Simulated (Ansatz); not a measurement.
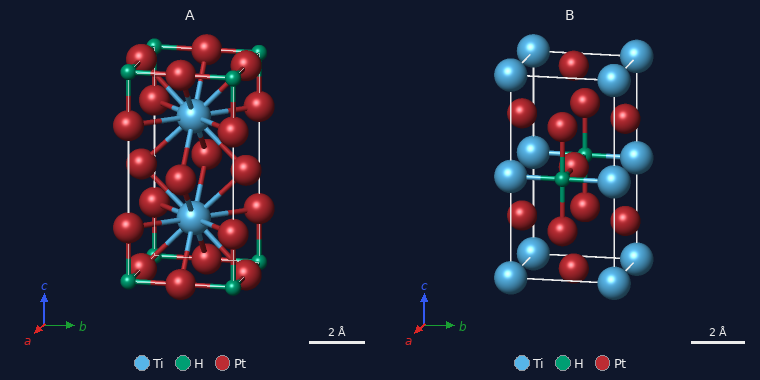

Two structures of Ti2HPt6, each relaxed to rest (conventional cells in solid outline, small ones repeated, not to one scale). Method: DFT PBE, scalar-relativistic, plane waves, PAW (Ansatz 0.2.0), without spin polarisation.

### What are the two structures?

A: 9 atoms a cell on a primitive tetragonal lattice, P4/mmm. B: 9 atoms a cell on a primitive orthorhombic lattice, Pmmm.

### Compare their energies: which is lower?

B is lower, by 22 meV/atom at this level of theory (energies at zero smearing). Volumes: A 14.1, B 14.0 Å³/atom.
